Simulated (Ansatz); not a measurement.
# Pt(100) / 3 layers Rh(100) / Pt(100): resistance against film thickness, part 2 of 2

How does the resistance across the layers grow with the film in Pt(100) / 3 layers Rh(100) / Pt(100)?

Ansatz 0.2.0; Ansatz plane-wave DFT, PBEsol, PAW files; ballistic transport by layer matching (Landauer), zero bias.

So far. Step 2 (With 3 layers): The lead's potential steps by 3.2 meV from period to period, small in itself. The program estimates the junction's conductance to 5.1 % from the k-mesh, 1.8 % from the leads' distance from neutral and 1.8 % from their steps. Step 3 (With 5 layers, k-mesh 14×14×1, film layers 5): The conductance of the junction is 1.4e15 S/m², 10 % under the 1.5e15 S/m² of the last finished run.

### Step 4. With 6 layers, k-mesh 13×13×1, film layers 6

The stack now holds 6 film layers; the k-mesh follows the cell, and the energies span -0.27 to 0.27 eV.

System of this step: Pt(100) / 6 layers Rh(100) / Pt(100). The cell holds 14 atoms: 8 Pt and 6 Rh. Its edges and angles: a = 2.773 Å, b = 2.773 Å, c = 26.416 Å, α = 90.0°, β = 90.0°, γ = 90.0°. It derives from Pt and Rh. Regions: lead, 8 atoms (8 Pt); films, 6 atoms (6 Rh). The structure is stacked along c, and the current runs across the ab planes.

input.yaml reads:

```yaml
crystal:
  lattice:
    - [2.7731313745, 0.0, 0.0]
    - [0.0, 2.7731313745, 0.0]
    - [0.0, 0.0, 26.4163077169]
  atoms:
    - { symbol: Pt, position: [0.0, 0.0, 0.0371153308] }
    - { symbol: Pt, position: [0.5, 0.5, 0.1113459925] }
    - { symbol: Pt, position: [0.0, 0.0, 0.1855766541] }
    - { symbol: Pt, position: [0.5, 0.5, 0.2598073158] }
    - { symbol: Rh, position: [0.0, 0.0, 0.3307688721] }
    - { symbol: Rh, position: [0.5, 0.5, 0.3984613233] }
    - { symbol: Rh, position: [0.0, 0.0, 0.4661537744] }
    - { symbol: Rh, position: [0.5, 0.5, 0.5338462256] }
    - { symbol: Rh, position: [0.0, 0.0, 0.6015386767] }
    - { symbol: Rh, position: [0.5, 0.5, 0.6692311279] }
    - { symbol: Pt, position: [0.0, 0.0, 0.7401926842] }
    - { symbol: Pt, position: [0.5, 0.5, 0.8144233459] }
    - { symbol: Pt, position: [0.0, 0.0, 0.8886540075] }
    - { symbol: Pt, position: [0.5, 0.5, 0.9628846692] }
kpoints:
  mp_grid: { grid: [13, 13, 1] }
hamiltonian:
  xc: pbesol
scf:
  occupations: { method: fermi_dirac, width: 0.1 }
output:
  transmission:
    leads: [[0, 1]]
    kmesh: [26, 26]
    e_range: [-0.27, 0.27]
    de: 0.036
  write_potential: true
  write_density: true
  volumetric_format: npy
```

Launch:

```bash
> ansatz run input.yaml --threads 4 --pin off --max-ram 8192MiB --backend cpu --events-out ev --progress --plain --runs-dir out
```

Numbers of over 12 decimals in the logs are rounded to 6 here.

What it wrote:

```text
[...]
Crystal: 14 atoms, lattice volume = 203.148 Å³
Basis set: ecut = 420 eV, 4045 PW (Γ)
Bands: 148, of which v1, the nominal top of the filled ones, is band 123 counted from 1 (122 counted from 0)
Symmetry: 16 space group operations
[...]
k-points: 28 of 169
[...]
--- Transmission ---
  basis      : 69 plane waves across, 50 finite elements along
  points     : 105, standing for a mesh of 26 x 26
[...]
filled         : 7.1 meV over the level at which it is neutral
    channels       : 2.125740e0 a spin
[...]
slowest decay  : 0.0223 /Å at (0.4615, 0.0385)
  junction   : crystal 0 to crystal 0, 0.70 to 25.15 Å
    transmission   : 1.313330e0 a spin
[...]
resistance     : 2.8139e-4 Ω µm² beyond half of each lead's own
[key lines of the parts left out:]
SCF converged after 9 iterations
Free energy (F): -137103.185103 eV
Fermi energy:    22.828745 eV
```

Wall time 5.1 min (4 threads of Arm Neoverse N1, shared host); peak memory 1.2 GiB; 10 min of CPU time.

This step gave:

```yaml
free_energy: -137103.1851 eV
energy_at_zero_smearing: -137102.8305 eV
fermi_energy: 22.83 eV
step_of_the_lead_s_potential: 8.2 meV
conductance_of_the_junction: 1.36e15 S/m²
junction_conductance_per_cell: 1.350 G₀
estimated_errors_of_the_junction_s_conductance: 0.2, 0.2, 4.7, 6.5, 1.1 % (energy step, band edges, k-mesh, leads' steps, distance from neutral)
area_resistance_that_the_stack_adds_contact_term_taken_off_spin_by_spin: 0.2814 fΩ m²
```

Per spin. Table of transmission, zone mean by energy, zero at the Fermi level:

| energy (eV) | transmission, zone mean |
| --- | --- |
| -0.270 | 1.54 |
| -0.234 | 1.57 |
| -0.198 | 1.55 |
| -0.162 | 1.53 |
| -0.126 | 1.48 |
| -0.090 | 1.48 |
| -0.054 | 1.47 |
| -0.018 | 1.40 |
| 0.018 | 1.31 |
| 0.054 | 1.23 |
| 0.090 | 1.10 |
| 0.126 | 1.06 |
| 0.162 | 0.989 |
| 0.198 | 0.943 |
| 0.234 | 0.907 |
| 0.270 | 0.874 |

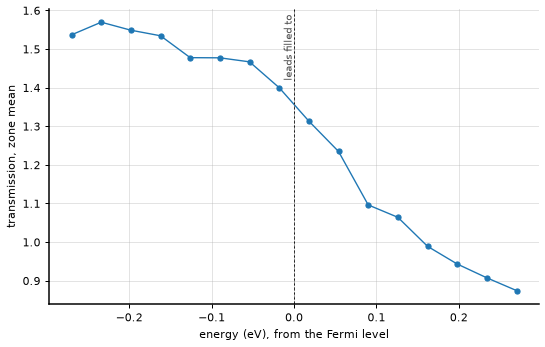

Transmission, zone mean against energy.

The conductance of the junction is 1.4e15 S/m², 0.57 % under the 1.4e15 S/m² of the last finished run, within the error estimates, leads' steps apart, of 4.8 and 4.7 %.

### Step 5. With 8 layers, k-mesh 13×13×1, film layers 8

The stack now holds 8 film layers; the k-mesh follows the cell, and the energies span -0.27 to 0.27 eV.

System of this step: Pt(100) / 8 layers Rh(100) / Pt(100). The cell holds 16 atoms: 8 Pt and 8 Rh. Cell: a = 2.773 Å, b = 2.773 Å, c = 29.993 Å, α = 90.0°, β = 90.0°, γ = 90.0°. It derives from Pt and Rh. Regions: lead, 8 atoms (8 Pt); films, 8 atoms (8 Rh). The structure is stacked along c, and the current runs across the ab planes.

input.yaml, the sections that differ from step 4:

```yaml
crystal:
  lattice:
    - [2.7731313745, 0.0, 0.0]
    - [0.0, 2.7731313745, 0.0]
    - [0.0, 0.0, 29.9926769559]
  atoms:
    - { symbol: Pt, position: [0.0, 0.0, 0.0326896463] }
    - { symbol: Pt, position: [0.5, 0.5, 0.0980689388] }
    - { symbol: Pt, position: [0.0, 0.0, 0.1634482313] }
    - { symbol: Pt, position: [0.5, 0.5, 0.2288275238] }
    - { symbol: Rh, position: [0.0, 0.0, 0.2913275238] }
    - { symbol: Rh, position: [0.5, 0.5, 0.3509482313] }
    - { symbol: Rh, position: [0.0, 0.0, 0.4105689388] }
    - { symbol: Rh, position: [0.5, 0.5, 0.4701896463] }
    - { symbol: Rh, position: [0.0, 0.0, 0.5298103537] }
    - { symbol: Rh, position: [0.5, 0.5, 0.5894310612] }
    - { symbol: Rh, position: [0.0, 0.0, 0.6490517687] }
    - { symbol: Rh, position: [0.5, 0.5, 0.7086724762] }
    - { symbol: Pt, position: [0.0, 0.0, 0.7711724762] }
    - { symbol: Pt, position: [0.5, 0.5, 0.8365517687] }
    - { symbol: Pt, position: [0.0, 0.0, 0.9019310612] }
    - { symbol: Pt, position: [0.5, 0.5, 0.9673103537] }
# kpoints, hamiltonian, scf, output: as in step 4
```

What it wrote:

```text
[...]
Crystal: 16 atoms, lattice volume = 230.651 Å³
Basis set: ecut = 420 eV, 4585 PW (Γ)
Bands: 168, of which v1, the nominal top of the filled ones, is band 140 counted from 1 (139 counted from 0)
Symmetry: 16 space group operations
[...]
k-points: 28 of 169
[...]
--- Transmission ---
  basis      : 69 plane waves across, 57 finite elements along
  points     : 105, standing for a mesh of 26 x 26
[...]
filled         : 7.4 meV over the level at which it is neutral
    channels       : 2.125740e0 a spin
[...]
slowest decay  : 0.0227 /Å at (0.4615, 0.0385)
  junction   : crystal 0 to crystal 0, 0.70 to 28.73 Å
    transmission   : 1.331082e0 a spin
[...]
resistance     : 2.8325e-4 Ω µm² beyond half of each lead's own
[key lines of the parts left out:]
SCF converged after 9 iterations
Free energy (F): -149780.586192 eV
Fermi energy:    22.758568 eV
```

Wall time 4.4 min (4 threads); peak memory 1.4 GiB.

Numbers from this step:

| Item | Value |
| --- | --- |
| free energy | -149780.5862 eV |
| energy at zero smearing | -149780.1784 eV |
| Fermi energy | 22.76 eV |
| step of the lead's potential | 8 meV |
| junction conductance per cell | 1.346 G₀ |
| estimated errors of the junction's conductance | 0.7, 0.1, 5, 6.7, 1 % (energy step, band edges, k-mesh, leads' steps, distance from neutral) |
| area resistance that the stack adds (contact term taken off, spin by spin) | 0.2832 fΩ m² |

Per spin. Table of transmission, zone mean by energy, zero at the Fermi level:

| energy (eV) | transmission, zone mean |
| --- | --- |
| -0.270 | 1.46 |
| -0.234 | 1.46 |
| -0.198 | 1.44 |
| -0.162 | 1.43 |
| -0.126 | 1.38 |
| -0.090 | 1.45 |
| -0.054 | 1.45 |
| -0.018 | 1.40 |
| 0.018 | 1.33 |
| 0.054 | 1.22 |
| 0.090 | 1.12 |
| 0.126 | 1.08 |
| 0.162 | 1.03 |
| 0.198 | 1.00 |
| 0.234 | 0.956 |
| 0.270 | 0.925 |

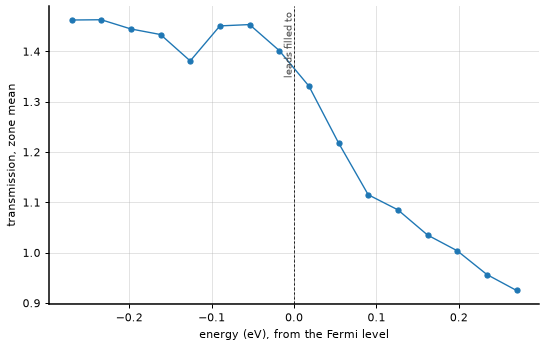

Transmission, zone mean against energy.

The conductance of the junction is 1.4e15 S/m², 0.27 % under the 1.4e15 S/m² of the last finished run, within the error estimates, leads' steps apart, of 4.7 and 5 %.

### Step 6. With 10 layers, k-mesh 13×13×1, film layers 10

The stack now holds 10 film layers; the k-mesh follows the cell, and the energies span -0.27 to 0.27 eV.

System of this step: Pt(100) / 10 layers Rh(100) / Pt(100). The cell holds 18 atoms: 8 Pt and 10 Rh. Its edges and angles: a = 2.773 Å, b = 2.773 Å, c = 33.569 Å, α = 90.0°, β = 90.0°, γ = 90.0°. It derives from Pt and Rh. Regions: lead, 8 atoms (8 Pt); films, 10 atoms (10 Rh). The structure is stacked along c, and the current runs across the ab planes.

input.yaml, the sections that differ from step 5:

```yaml
crystal:
  lattice:
    - [2.7731313745, 0.0, 0.0]
    - [0.0, 2.7731313745, 0.0]
    - [0.0, 0.0, 33.5690461948]
  atoms:
    - { symbol: Pt, position: [0.0, 0.0, 0.0292069663] }
    - { symbol: Pt, position: [0.5, 0.5, 0.0876208988] }
    - { symbol: Pt, position: [0.0, 0.0, 0.1460348314] }
    - { symbol: Pt, position: [0.5, 0.5, 0.2044487639] }
    - { symbol: Rh, position: [0.0, 0.0, 0.2602901572] }
    - { symbol: Rh, position: [0.5, 0.5, 0.3135590111] }
    - { symbol: Rh, position: [0.0, 0.0, 0.3668278651] }
    - { symbol: Rh, position: [0.5, 0.5, 0.4200967191] }
    - { symbol: Rh, position: [0.0, 0.0, 0.473365573] }
    - { symbol: Rh, position: [0.5, 0.5, 0.526634427] }
    - { symbol: Rh, position: [0.0, 0.0, 0.5799032809] }
    - { symbol: Rh, position: [0.5, 0.5, 0.6331721349] }
    - { symbol: Rh, position: [0.0, 0.0, 0.6864409889] }
    - { symbol: Rh, position: [0.5, 0.5, 0.7397098428] }
    - { symbol: Pt, position: [0.0, 0.0, 0.7955512361] }
    - { symbol: Pt, position: [0.5, 0.5, 0.8539651686] }
    - { symbol: Pt, position: [0.0, 0.0, 0.9123791012] }
    - { symbol: Pt, position: [0.5, 0.5, 0.9707930337] }
# kpoints, hamiltonian, scf, output: as in step 5
```

What it wrote:

```text
[...]
Crystal: 18 atoms, lattice volume = 258.155 Å³
Basis set: ecut = 420 eV, 5149 PW (Γ)
Bands: 189, of which v1, the nominal top of the filled ones, is band 157 counted from 1 (156 counted from 0)
Symmetry: 16 space group operations
[...]
k-points: 28 of 169
[...]
--- Transmission ---
  basis      : 69 plane waves across, 64 finite elements along
  points     : 105, standing for a mesh of 26 x 26
[...]
filled         : 9.3 meV over the level at which it is neutral
    channels       : 2.102071e0 a spin
[...]
slowest decay  : 0.0242 /Å at (0.4615, 0.0385)
  junction   : crystal 0 to crystal 0, 0.70 to 32.31 Å
    transmission   : 1.278620e0 a spin
[...]
resistance     : 3.0539e-4 Ω µm² beyond half of each lead's own
[key lines of the parts left out:]
SCF converged after 9 iterations
Free energy (F): -162457.986905 eV
Fermi energy:    22.701255 eV
```

The job ended after 4.3 min (4 threads; peak memory 1.7 GiB; 14 min of CPU time).

Numbers from this step:

| Quantity | Value |
| --- | --- |
| free energy | -162457.9869 eV |
| energy at zero smearing | -162457.5230 eV |
| Fermi energy | 22.70 eV |
| step of the lead's potential | 7.9 meV |
| estimated errors of the lead's conductance | 0, 5, 1.6 % (band edges, k-mesh, distance from neutral) |
| lead conductance per cell | 2.179 G₀ |
| conductance of the junction | 1.31e15 S/m² |
| junction conductance per cell | 1.304 G₀ |
| estimated errors of the junction's conductance | 0.7, 0, 5, 6.9, 1.3 % (energy step, band edges, k-mesh, leads' steps, distance from neutral) |
| area resistance that the stack adds (contact term taken off, spin by spin) | 0.3054 fΩ m² |

Per spin. Table of transmission, zone mean by energy, zero at the Fermi level:

| energy (eV) | transmission, zone mean |
| --- | --- |
| -0.270 | 1.45 |
| -0.234 | 1.48 |
| -0.198 | 1.48 |
| -0.162 | 1.48 |
| -0.126 | 1.46 |
| -0.090 | 1.48 |
| -0.054 | 1.41 |
| -0.018 | 1.35 |
| 0.018 | 1.28 |
| 0.054 | 1.21 |
| 0.090 | 1.09 |
| 0.126 | 1.05 |
| 0.162 | 1.04 |
| 0.198 | 0.968 |
| 0.234 | 0.931 |
| 0.270 | 0.876 |

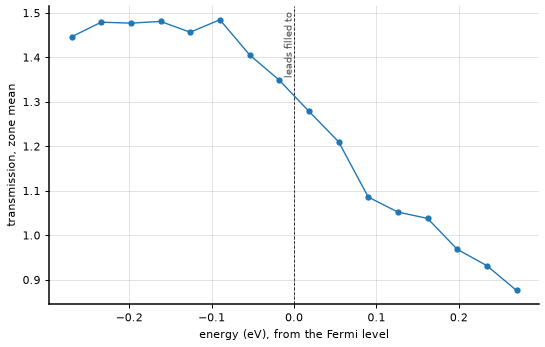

Transmission, zone mean, plotted against energy.

The conductance of the junction is 1.3e15 S/m², 3.1 % under the 1.4e15 S/m² of the last finished run, within the error estimates, leads' steps apart, of 5 and 5 %.

### Step 7. All levels side by side

Times are for 4 threads of Arm Neoverse N1, shared host. Results by setting:

| no. | film layers | area resistance that the stack adds (contact term taken off, spin by spin) (fΩ m²) | conductance of the junction (S/m²) | time | memory (GiB) |
| --- | --- | --- | --- | --- | --- |
| 1 | 3 | 0.2007 | 1.52e15 | 11 min | 1.6 |
| 2 | 5 | 0.2771 | 1.37e15 | 5.4 min | 1.4 |
| 3 | 6 | 0.2814 | 1.36e15 | 5.1 min | 1.2 |
| 4 | 8 | 0.2832 | 1.36e15 | 4.4 min | 1.4 |
| 5 | 10 | 0.3054 | 1.31e15 | 4.3 min | 1.7 |

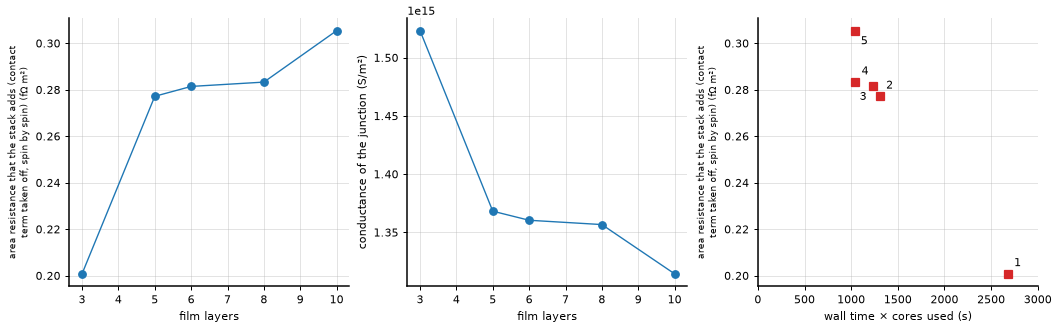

The series as plots; the last panel sets the first result against cost, with the runs numbered as in the table.

### Step 8. With 5 layers

This step: Ansatz plane-wave DFT, PBEsol, PAW files; ballistic transport by layer matching (Landauer), zero bias; changed: output.transmission.temperature = 900.0 (Ansatz 0.2.0).

System of this step: Pt(100) / 5 layers Rh(100) / Pt(100). The cell holds 13 atoms: 8 Pt and 5 Rh. Cell: a = 2.773 Å, b = 2.773 Å, c = 24.706 Å, α = 86.8°, β = 86.8°, γ = 90.0°. It derives from Pt and Rh. Regions: lead, 8 atoms (8 Pt); films, 5 atoms (5 Rh). The structure is stacked along c, and the current runs across the ab planes.

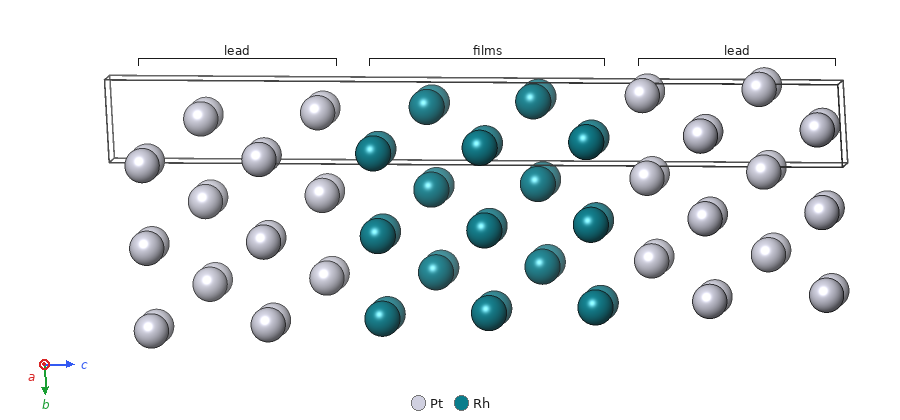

The cell of this step (platinum light grey, rhodium blue). 2×3×1 cells are drawn.

input.yaml reads:

```yaml
crystal:
  lattice:
    - [2.7731313745, 0.0, 0.0]
    - [0.0, 2.7731313745, 0.0]
    - [1.3865656872, 1.3865656872, 24.6281230974]
  atoms:
    - { symbol: Pt, position: [0.9800949103, 0.9800949103, 0.0398101794] }
    - { symbol: Pt, position: [0.4402847308, 0.4402847308, 0.1194305383] }
    - { symbol: Pt, position: [0.9004745514, 0.9004745514, 0.1990508972] }
    - { symbol: Pt, position: [0.3606643719, 0.3606643719, 0.2786712561] }
    - { symbol: Rh, position: [0.8226074258, 0.8226074258, 0.3547851485] }
    - { symbol: Rh, position: [0.2863037129, 0.2863037129, 0.4273925742] }
    - { symbol: Rh, position: [0.75, 0.75, 0.5] }
    - { symbol: Rh, position: [0.2136962871, 0.2136962871, 0.5726074258] }
    - { symbol: Rh, position: [0.6773925742, 0.6773925742, 0.6452148515] }
    - { symbol: Pt, position: [0.1393356281, 0.1393356281, 0.7213287439] }
    - { symbol: Pt, position: [0.5995254486, 0.5995254486, 0.8009491028] }
    - { symbol: Pt, position: [0.0597152692, 0.0597152692, 0.8805694617] }
    - { symbol: Pt, position: [0.5199050897, 0.5199050897, 0.9601898206] }
kpoints:
  mp_grid: { grid: [14, 14, 1] }
hamiltonian:
  xc: pbesol
scf:
  occupations: { method: fermi_dirac, width: 0.1 }
output:
  transmission:
    leads: [[0, 1]]
    kmesh: [26, 26]
    e_range: [-0.27, 0.27]
    de: 0.036
    temperature: 900.0
  write_potential: true
  write_density: true
  volumetric_format: npy
```

What it wrote:

```text
[...]
Crystal: 13 atoms, lattice volume = 189.397 Å³
Basis set: ecut = 420 eV, 3775 PW (Γ)
Bands: 138, of which v1, the nominal top of the filled ones, is band 115 counted from 1 (114 counted from 0)
Symmetry: 4 space group operations
k-points: 57 of 196
[...]
SCF iter   1: F=—  HF=-130764.602739 eV  |F-HF|=—  |Δ(HF+E_count)|=         —  Δρ=2.26e-2  dr2=2.75e1  ethr=1.77e-3  ⟨swp⟩=5.2  Hψ=25739  notcnv=0  defer=301
[...]
SCF iter   9: F=-130764.470336 eV  HF=-130764.470336 eV  |F-HF|=2.51e-8  |Δ(HF+E_count)|=   3.30e-9  Δρ=9.59e-7  dr2=2.58e-8  ethr=4.37e-11  ⟨swp⟩=7.3  Hψ=15503  notcnv=0
SCF 1 converged in 9 iterations: F = -130764.470336 eV  dr2 = 2.58e-8
[...]
transmission: 861 of 8601 steps passed
transmission: 1723 of 8601 steps passed
[...]
transmission: 8601 of 8601 steps passed
SCF converged after 9 iterations
Free energy (F): -130764.470336 eV
[...]
Internal energy: -130763.804362 eV  (E = F + TS)
E sigma→0 (E₀):  -130764.137349 eV
Entropy (-TS):   -0.665974 eV (-51.229 meV/atom)
Fermi energy:    22.880180 eV
[...]
--- Band table (eV; the first three rows and the last of 57) ---
  k-point 0: bands = [... 111 lower, 22.2331, 22.3751, 22.4655, 22.6377, 22.6397, 22.7305, 22.7573, 22.7591, ... 19 higher]
  k-point 1: bands = [... 111 lower, 22.2180, 22.2485, 22.3017, 22.3093, 22.4050, 22.5638, 22.6027, 22.6290, ... 19 higher]
  k-point 2: bands = [... 111 lower, 21.9469, 22.2056, 22.2419, 22.2533, 22.2895, 22.3305, 22.5821, 22.8496, ... 19 higher]
  k-point 56: bands = [... 111 lower, 23.4379, 23.4422, 23.4698, 23.5185, 23.5187, 23.7395, 24.8388, 25.3977, ... 19 higher]
--- Transmission ---
  basis      : 69 plane waves across, 47 finite elements along
  points     : 183, standing for a mesh of 26 x 26
[...]
channels       : 2.125740e0 a spin
    conductance    : none, the energies end too early or step too widely for 900 K: set another output.transmission.e_range or a lower de, or, where they end at an eighth of basis.ecutwfc, a higher one
    slowest decay  : 0.0222 /Å at (-0.4615, 0.0385)
  junction   : crystal 0 to crystal 0, 0.70 to 23.37 Å
    transmission   : 1.332408e0 a spin
[...]
```

The job ended after 3.2 min (4 threads; peak memory 1.4 GiB; 12 min of CPU time).

This step gave:

```yaml
free_energy: -130764.4703 eV
energy_at_zero_smearing: -130764.1373 eV
fermi_energy: 22.88 eV
step_of_the_lead_s_potential: 5 meV
```

Per spin. Transmission, zone mean against energy, zero at the Fermi level:

| energy (eV) | transmission, zone mean |
| --- | --- |
| -0.270 | 1.51 |
| -0.234 | 1.55 |
| -0.198 | 1.55 |
| -0.162 | 1.50 |
| -0.126 | 1.45 |
| -0.090 | 1.45 |
| -0.054 | 1.47 |
| -0.018 | 1.40 |
| 0.018 | 1.33 |
| 0.054 | 1.25 |
| 0.090 | 1.12 |
| 0.126 | 1.07 |
| 0.162 | 1.03 |
| 0.198 | 0.977 |
| 0.234 | 0.950 |
| 0.270 | 0.928 |

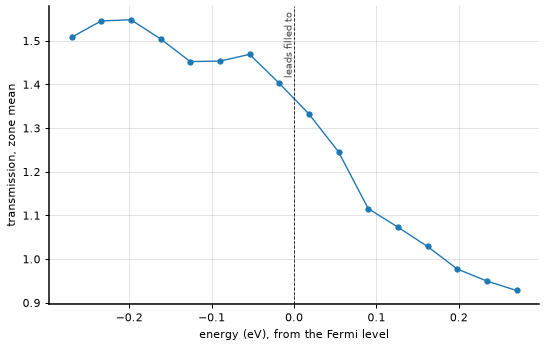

Transmission, zone mean against energy.

With these settings the solved energies don't cover or resolve the Fermi function, so the program prints no conductance.

### Step 9. What came out

```
area resistance, 3 layers  : 0.201 fΩ m²
area resistance, 5 layers  : 0.277 fΩ m²
area resistance, 6 layers  : 0.281 fΩ m²
area resistance, 8 layers  : 0.283 fΩ m²
area resistance, 10 layers : 0.305 fΩ m²
```

The stack adds 0.20 fΩ m² with 3 layers and 0.31 fΩ m² with 10. From 5 layers on no step exceeds the two runs' error estimates together, as expected where only the two interfaces scatter; half the mean, 0.14 fΩ m², is a rough coherent figure for one interface. Atoms sit on ideal sites and aren't relaxed. Spin-orbit coupling is left out, which matters for Pt. Rh(100) is stretched by 3.1 % in plane to fit Pt(100), at its own atomic volume.

[Logs are printed without paths, hosts, clocks, repeated set-up lines and the standing remarks that a program may print on its own settings, such as how far it seeks lower states.]

[Hosts, paths, dates, database ids (printed as entryN), source tags and the programs' standing remarks are cut or masked in the printed files.]
